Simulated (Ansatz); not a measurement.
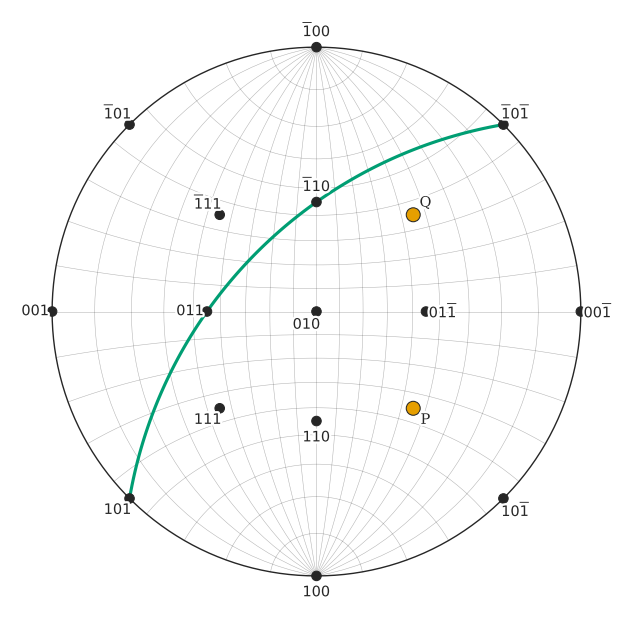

Crystal: SnO, the input geometry of an electronic-structure calculation (not necessarily at equilibrium); the starting structure was generated, so it need not be a known form of this composition. Stereographic projection of plane normals (upper hemisphere) centred on (0 1 0). The drawing is computed from the coordinates (standard cell, symmetry found to 0.002 Å).

a = 5.416 Å, b = 5.416 Å, c = 5.416 Å, α = 90.00°, β = 90.00°, γ = 90.00°.

Index the poles marked P, Q.

Answer. P is (1 1 −1), 54.7° from the centre; Q is (−1 1 −1), 54.7° from the centre.

Which zone does the coloured great circle trace?

Answer. The zone [1 1 −1]: its poles satisfy h + k − l = 0.

What is the angle between the normals of (1 1 0) and (0 1 0), and what are their d_hkl = 1/|g|?

Answer. 45.0°; d = 3.830 Å and 5.416 Å.
